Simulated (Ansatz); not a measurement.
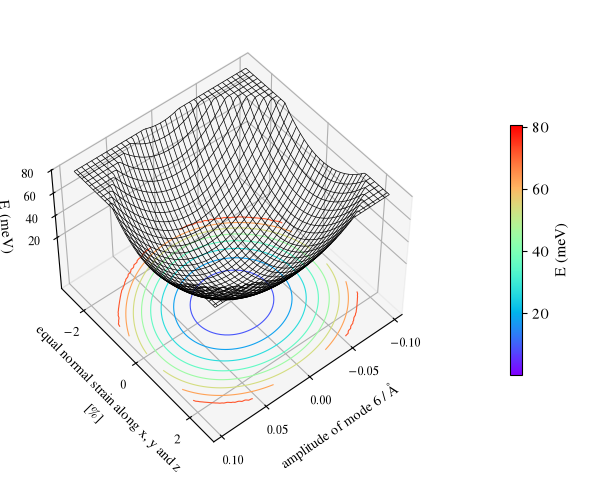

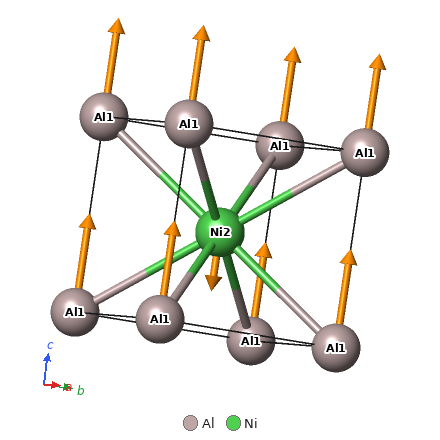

Energy landscape of AlNi (Pm-3m, No. 221; 2 atoms in the cell). The energy is mapped over a normal mode and a strain (zone-centre modes of the 2-atom cell of this scan) (x, y and z along the cube axes). The first coordinate is: amplitude of mode 6 (302 cm⁻¹), largest displacement in the unstrained cell; the second: equal normal strain along x, y and z. Nothing is relaxed (the pattern is fixed in fractional coordinates). The scan uses an 11 × 7 grid; 42 points were computed and 35 follow by symmetry. Points are written as (first, second). Energies: meV per cell, counted from the lowest grid point. The runs have no spin polarisation; a magnetic state may lie lower. The calculation used Ansatz, DFT PBEsol, scalar-relativistic, plane waves, PAW. Settings: cutoff 520 eV, k-mesh 16×16×16, gaussian smearing 0.15 eV, no spin polarisation.

Drawn: a relief with its contours projected below, any walls above the top of the colour scale cut off. Between grid points the surface is interpolated. The second picture is the structure at the lowest point

### Summarise what can be read from the map.

The lowest grid point is at (0.000 Å, 0.00 %). No other kind of well shows on this grid. The highest grid point, (−0.095 Å, −2.50 %), lies 153 meV above the lowest.

Grid values (meV):

| second ↓, first → | −0.095 | −0.076 | −0.057 | −0.038 | −0.019 | 0.000 | 0.019 | 0.038 | 0.057 | 0.076 | 0.095 |
| --- | --- | --- | --- | --- | --- | --- | --- | --- | --- | --- | --- |
| 2.50 | 111 | 95 | 82 | 73 | 67 | 65 | 67 | 73 | 82 | 95 | 111 |
| 1.67 | 80 | 62 | 48 | 38 | 32 | 30 | 32 | 38 | 48 | 62 | 80 |
| 0.83 | 63 | 43 | 27 | 16 | 10 | 8 | 10 | 16 | 27 | 43 | 63 |
| 0.00 | 60 | 38 | 21 | 10 | 2 | 0 | 2 | 10 | 21 | 38 | 60 |
| −0.83 | 73 | 50 | 31 | 18 | 11 | 8 | 11 | 18 | 31 | 50 | 73 |
| −1.67 | 104 | 78 | 59 | 45 | 37 | 34 | 37 | 45 | 59 | 78 | 104 |
| −2.50 | 153 | 126 | 105 | 90 | 81 | 78 | 81 | 90 | 105 | 126 | 153 |

Each point was launched as `ansatz run input.yaml --threads 2 --pin off --max-ram 4096MiB --backend cpu --events-out ev --progress --plain --runs-dir out`. Time for the 42 points that were run: 11 min on 2 threads of Arm Neoverse N1, with other jobs on the host.

PAW datasets: the set soft_1.
